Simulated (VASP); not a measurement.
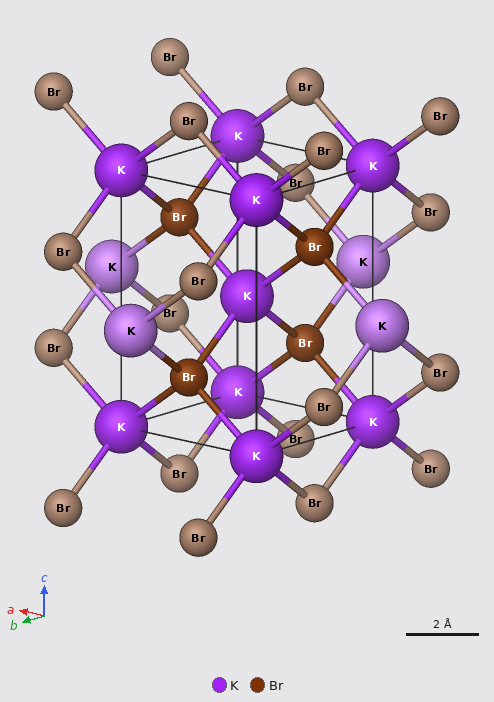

Fig. 1: The structure as given in the input (ball-and-stick view of the cell 2 times as large as that of the calculation, set on its symmetry axes, seen at an oblique angle; neighbours outside the cell are drawn fainter).

# Band-structure calculation, with input and output: KBr

The run: band-structure calculation of KBr (I-4m2, 2 atoms in the cell). Method and program: DFT, r2SCAN, plane waves, PAW (VASP 6.6.1).

The structure was built on a prototype by a generator. The geometry comes from this level: r2SCAN (a point of a series of strains). It belongs to a series of runs on one base structure; here: biaxial_xy strain -4.9%.

OSZICAR
```
N       E                     dE             d eps       ncg     rms          rms(c)
DAV:   1     0.822898119955E+02    0.82290E+02   -0.65493E+03   900   0.917E+02
DAV:   2    -0.192478230662E+02   -0.10154E+03   -0.93415E+02  1182   0.224E+02
DAV:   3    -0.265933476440E+02   -0.73455E+01   -0.72987E+01  1243   0.533E+01
DAV:   4    -0.269341353532E+02   -0.34079E+00   -0.34058E+00  1479   0.980E+00
DAV:   5    -0.269362667011E+02   -0.21313E-02   -0.21313E-02  1215   0.948E-01    0.324E+00
DAV:   6    -0.229442131259E+02    0.39921E+01   -0.11634E+00  1406   0.883E+00    0.196E+00
DAV:   7    -0.228994991828E+02    0.44714E-01   -0.28110E-01  1201   0.279E+00    0.977E-01
DAV:   8    -0.229174265514E+02   -0.17927E-01   -0.14754E-02  1054   0.908E-01    0.476E-01
DAV:   9    -0.229304373500E+02   -0.13011E-01   -0.79879E-03  1005   0.755E-01    0.158E-01
DAV:  10    -0.229308888808E+02   -0.45153E-03   -0.25220E-04  1293   0.108E-01    0.834E-02
DAV:  11    -0.229316409686E+02   -0.75209E-03   -0.56239E-04   942   0.165E-01    0.129E-02
DAV:  12    -0.229316525583E+02   -0.11590E-04   -0.16708E-05  1243   0.240E-02    0.703E-03
DAV:  13    -0.229316561790E+02   -0.36207E-05   -0.49350E-06   949   0.143E-02    0.212E-03
DAV:  14    -0.229316562758E+02   -0.96818E-07   -0.23260E-07  1291   0.406E-03
   1 F= -.22931656E+02 E0= -.22931656E+02  d E =-.961278E-12
       N       E                     dE             ncg
DAV:   1     0.778485294289E+02   -0.34562E+04      210
DAV:   2    -0.597586408249E+03   -0.67543E+03      259
DAV:   3    -0.643494047807E+03   -0.45908E+02      308
DAV:   4    -0.646076730751E+03   -0.25827E+01      311
DAV:   5    -0.646091006993E+03   -0.14276E-01      308
DAV:   6    -0.646091323018E+03   -0.31603E-03      299
DAV:   7    -0.646091326446E+03   -0.34273E-05      317
DAV:   8    -0.646091326501E+03   -0.55379E-07      259
```

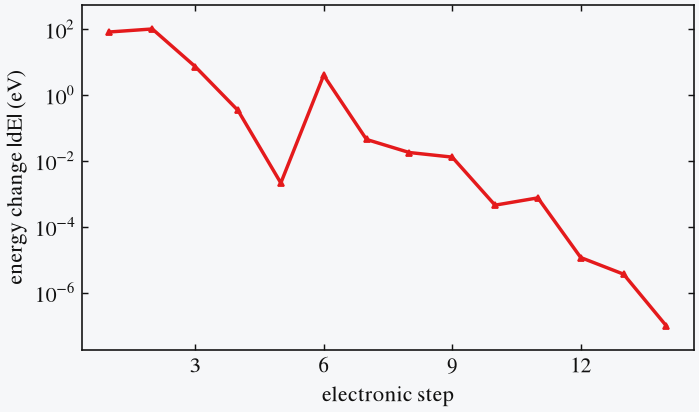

Fig. 2: Convergence of the self-consistent field: energy change |dE| against the electronic step. It takes 14 electronic steps. The density is held fixed in the first few steps, and dE rises again when its update begins.

Parts of OUTCAR
```
k-points           NKPTS =     30   k-points in BZ     NKDIM =     30   number of bands    NBANDS=     15

   NELECT =      16.0000    total number of electrons

   dimension x,y,z NGX =    40 NGY =   40 NGZ =   40
   dimension x,y,z NGXF=    80 NGYF=   80 NGZF=   80

  energy-cutoff  :      520.00
  volume of cell :       90.79
      direct lattice vectors                 reciprocal lattice vectors
     0.000000000  3.508310277  3.688299282    -0.142518751  0.142518751  0.135563836
     3.508310277  0.000000000  3.688299282     0.142518751 -0.142518751  0.135563836
     3.508310277  3.508310277  0.000000000     0.142518751  0.142518751 -0.135563836

 k-points in reciprocal lattice and weights: KPOINTS created by Atomic Simulation Env
   0.00000000  0.00000000  0.00000000       0.005
   0.16666667  0.00000000  0.00000000       0.037
   0.33333333  0.00000000  0.00000000       0.037
   0.50000000  0.00000000  0.00000000       0.019
   0.16666667  0.16666667  0.00000000       0.009
   0.33333333  0.16666667  0.00000000       0.037
   0.50000000  0.16666667  0.00000000       0.037
  -0.33333333  0.16666667  0.00000000       0.037
  -0.16666667  0.16666667  0.00000000       0.019
   0.33333333  0.33333333  0.00000000       0.009
   0.50000000  0.33333333  0.00000000       0.037
  -0.33333333  0.33333333  0.00000000       0.019
   0.50000000  0.50000000  0.00000000       0.005
   0.16666667  0.00000000  0.16666667       0.019
   0.33333333 -0.00000000  0.16666667       0.074
   0.50000000  0.00000000  0.16666667       0.074
  -0.33333333  0.00000000  0.16666667       0.074
  -0.16666667  0.00000000  0.16666667       0.037
   0.50000000  0.33333333  0.16666667       0.037
  -0.33333333  0.33333333  0.16666667       0.074
  -0.16666667  0.33333333  0.16666667       0.037
  -0.33333333  0.50000000  0.16666667       0.019
   0.33333333  0.00000000  0.33333333       0.019
   0.50000000  0.00000000  0.33333333       0.074
  -0.33333333  0.00000000  0.33333333       0.037
   0.50000000  0.16666667  0.33333333       0.037
  -0.33333333  0.16666667  0.33333333       0.037
  -0.16666667  0.50000000  0.33333333       0.019
   0.50000000  0.00000000  0.50000000       0.009
  -0.33333333  0.16666667  0.50000000       0.019

 E-fermi :  -3.1967

 k-point     1 :       0.0000    0.0000    0.0000
  band No.  band energies     occupation
      1     -31.9236      2.00000
      2     -15.6252      2.00000
      3     -14.6644      2.00000
      4     -14.6644      2.00000
      5     -14.6590      2.00000
      6      -3.3174      2.00000
      7      -3.2914      2.00000
      8      -3.2914      2.00000
      9       1.7181      0.00000
     10       6.0315      0.00000
     11       6.4251      0.00000
     12       7.1941      0.00000
     13       7.4422      0.00000
     14       7.4422      0.00000
     15       8.1830      0.00000

 k-point     2 :       0.1667    0.0000    0.0000
  band No.  band energies     occupation
      1     -31.9230      2.00000
      2     -15.6880      2.00000
      3     -14.6666      2.00000
      4     -14.6641      2.00000
      5     -14.5907      2.00000
      6      -3.4287      2.00000
      7      -3.3053      2.00000
      8      -3.2797      2.00000
      9       2.1883      0.00000
     10       5.7846      0.00000
     11       6.0752      0.00000
     12       6.9594      0.00000
     13       7.4974      0.00000
     14       7.9191      0.00000
     15       8.0085      0.00000

 k-point     3 :       0.3333    0.0000    0.0000
  band No.  band energies     occupation
      1     -31.9216      2.00000
      2     -15.7930      2.00000
      3     -14.6709      2.00000
      4     -14.6700      2.00000
      5     -14.4687      2.00000
      6      -3.6314      2.00000
      7      -3.3026      2.00000
      8      -3.2572      2.00000
      9       3.2175      0.00000
     10       5.5404      0.00000
     11       5.7125      0.00000
     12       5.8712      0.00000
     13       7.4727      0.00000
     14       7.6212      0.00000
     15       7.7283      0.00000

 k-point     4 :       0.5000    0.0000    0.0000
  band No.  band energies     occupation
      1     -31.9210      2.00000
      2     -15.8384      2.00000
      3     -14.6730      2.00000
      4     -14.6730      2.00000
      5     -14.4151      2.00000
      6      -3.7133      2.00000
      7      -3.3016      2.00000
      8      -3.2465      2.00000
      9       4.1419      0.00000
     10       4.4997      0.00000
     11       5.6863      0.00000
     12       5.8933      0.00000
     13       7.2906      0.00000
     14       7.4807      0.00000
     15       8.2800      0.00000

 k-point     5 :       0.1667    0.1667    0.0000
  band No.  band energies     occupation
      1     -31.9228      2.00000
      2     -15.7126      2.00000
      3     -14.6699      2.00000
      4     -14.6699      2.00000
      5     -14.5536      2.00000
      6      -3.4674      2.00000
      7      -3.2807      2.00000
      8      -3.2807      2.00000
      9       2.2988      0.00000
     10       5.0800      0.00000
     11       6.6567      0.00000
     12       7.2522      0.00000
     13       7.7277      0.00000
     14       7.7277      0.00000
     15       7.9515      0.00000

 [... the levels of 24 k-points are left out ...]

 k-point    30 :      -0.3333    0.1667    0.5000
  band No.  band energies     occupation
      1     -31.9199      2.00000
      2     -15.8808      2.00000
      3     -14.6998      2.00000
      4     -14.6816      2.00000
      5     -14.3366      2.00000
      6      -3.6549      2.00000
      7      -3.4144      2.00000
      8      -3.2988      2.00000
      9       3.4897      0.00000
     10       4.6476      0.00000
     11       6.6184      0.00000
     12       7.1030      0.00000
     13       7.3741      0.00000
     14       7.8076      0.00000
     15       8.1301      0.00000

  Total        0.7040648      0.7040648      0.7544386      0.0000000      0.0000000      0.0000000
  in kB       12.4242758     12.4242758     13.3131961      0.0000000      0.0000000      0.0000000
  external PRESSURE =      12.7205826 kB  Pullay stress =       0.0000000 kB

 POSITION                                       TOTAL-FORCE (eV/Angst)
 -----------------------------------------------------------------------------------
      0.00000      0.00000      0.00000        -0.000000     -0.000000      0.000000
      1.75416      1.75416      1.84415         0.000000      0.000000     -0.000000
 -----------------------------------------------------------------------------------
    total drift:                               -0.000000     -0.000000     -0.000000

  FREE ENERGIE OF THE ION-ELECTRON SYSTEM (eV)
  ---------------------------------------------------
  free  energy   TOTEN  =       -22.9316562758 eV

  energy  without entropy=      -22.9316562758  energy(sigma->0) =      -22.93165628
```

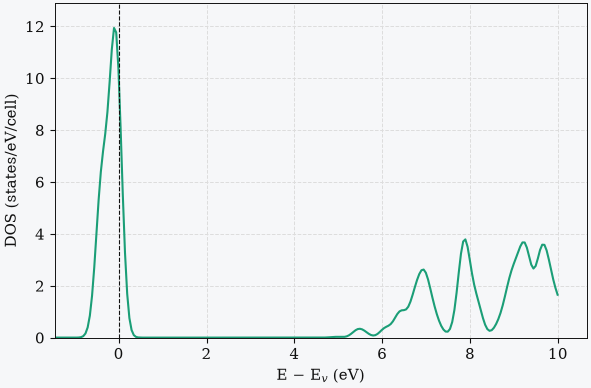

Fig. 3: Density of states (the curve is built from the levels of the k mesh with Gaussians 0.3 eV wide, which also blur the band edges), with energies from the valence-band top. There is a gap of 4.96 eV on the k-point mesh. Small ripples come from the finite k-point mesh.

The run was set up as follows.

INCAR
```
ENCUT = 520.000000
SIGMA = 0.010000
EDIFF = 1.00e-07
ALGO = Normal
METAGGA = R2SCAN
PREC = Accurate
IBRION = -1
ISIF = 2
ISMEAR = 0
NBANDS = 15
NELM = 120
NSW = 0
LASPH = .TRUE.
LCHARG = .FALSE.
LWAVE = .FALSE.
LREAL = .FALSE.
```

KPOINTS
```
KPOINTS created by Atomic Simulation Environment
0
Gamma
6 6 6
0 0 0
```

KPOINTS_OPT
```
special points
7
Reciprocal
0.0000000000 0.0000000000 0.0000000000 1
-0.5000000000 -0.5000000000 0.0000000000 1
-0.3750000000 -0.3750000000 0.2500000000 1
-0.3750000000 0.0000000000 0.3750000000 1
0.0000000000 0.0000000000 0.5000000000 1
-0.5000000000 -0.2500000000 0.2500000000 1
0.3333330000 0.3333330000 -0.3333330000 1
```

POSCAR
```
K  Br
 1.0000000000000000
     0.0000000000000000    3.5083102766000001    3.6882992816000000
     3.5083102766000001    0.0000000000000000    3.6882992816000000
     3.5083102766000001    3.5083102766000001    0.0000000000000000
 K   Br
   1   1
Cartesian
  0.0000000000000000  0.0000000000000000  0.0000000000000000
  1.7541551383000000  1.7541551383000000  1.8441496408000000
```

Launch command:
```bash
mpirun -np 1 vasp_std
```

Summary

```csv
quantity,value
outcome,converged
space group (tolerance 0.01 Å),I-4m2 (119)
electrons treated,16
free energy,−22.9317 eV
Fermi energy,−3.197 eV
band gap,4.96 eV
pressure,1.27 GPa
largest force (length of the vector),under 0.001 eV/Å
hardware,"1 CPU thread, shared host"
wall time,2.6 min
peak memory,0.27 GiB
```
